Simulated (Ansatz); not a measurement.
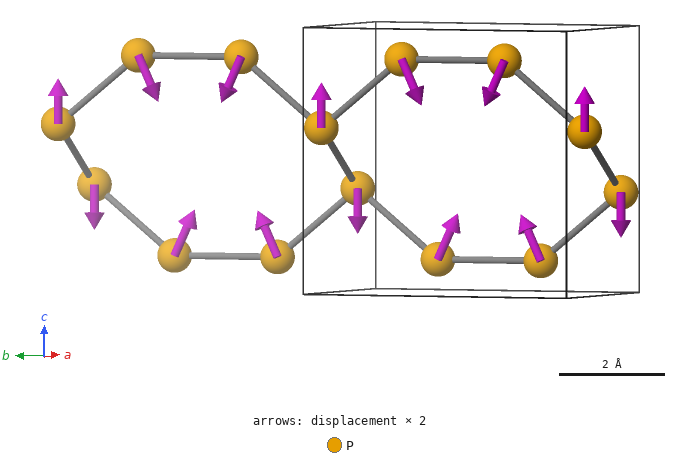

A relaxation of a crystal of P (a generated structure, set up in Pmma) (coarse preliminary run). The starting structure is drawn; purple arrows show the displacements (the part carried along by the change of the cell is left out), magnified 2 times.

Style: ball-and-stick. Shown: the cell of the calculation, repeated 1 × 2 × 1 with one cell outlined, from a free direction.

Theory: DFT PBE, scalar-relativistic, plane waves, PAW in Ansatz 0.2.0.

Input file:
```yaml
crystal:
  lattice:
    - [3.51746567, 0.0, 0.0]
    - [0.0, 5.48318589, 0.0]
    - [0.0, 0.0, 5.10738085]
  atoms:
    - { symbol: P, position: [0.75, 0.30461984, 0.11960499] }
    - { symbol: P, position: [0.25, 0.69538016, 0.88039501] }
    - { symbol: P, position: [0.25, 0.30461984, 0.88039501] }
    - { symbol: P, position: [0.75, 0.69538016, 0.11960499] }
    - { symbol: P, position: [0.25, 0.0, 0.61893749] }
    - { symbol: P, position: [0.75, 0.0, 0.38106251] }
basis:
  ecutwfc: 420
kpoints:
  mp_grid: { grid: [6, 4, 4] }
hamiltonian:
  xc: pbe
scf:
  occupations: { method: gaussian, width: 0.1 }
  lower_state_search: "off"
output:
  forces: true
  stress: true
  eigenvalues: true
relax:
  adjacent_minimum: "off"
  f_tol: 0.04
  max_steps: 70
  cell: { stress_tol: 0.4 }
```

Command:
```bash
ansatz run input.yaml --threads 1 --pin off --max-ram 2560MiB --backend cpu --events-out ev --progress --plain --runs-dir out
```

Q: What happened in the run?

A: The largest moves relative to the cell, 0.49 Å, are those of P1, P2, P3 and P4. P3 goes roughly along [0 1 −3]. Cell: a 3.517 → 3.488 Å (−0.8 %), b 5.483 → 7.256 Å (+32.3 %), c 5.107 → 3.467 Å (−32.1 %). Volume −10.9 %. Near-neighbour distances that change, for instance: P1–P3 4.265 → 2.471 Å, P5–P6 4.271 → 2.484 Å, P1–P3 (another image) 2.141 → 2.446 Å, P5–P6 (another image) 2.138 → 2.434 Å. New bonds form: P1–P3 (4.27 → 2.47 Å), P2–P4 (4.27 → 2.47 Å), P5–P6 (4.27 → 2.48 Å). Bond angles that change, for instance: P2–P5–P3 102.7° → 178.7°, P4–P1–P6 141.4° → 179.4°, P3–P1–P6 110.9° → 90.4°. The space group stays Pmma (No. 51). After 19 accepted moves (24 points after the start) the energy has fallen by 803 meV per atom. Largest force component: 0.32 eV/Å at the start, 0.00046 eV/Å at the end. Pressure: 23.33 GPa at the start and 0.05 GPa at the end. The line search rejected the trial steps at points 11, 12, 16 of the run. The SCF was repeated twice at an unchanged geometry on a basis and grid sized afresh for the cell, which shifted the energy by 27.2 meV per atom at most.
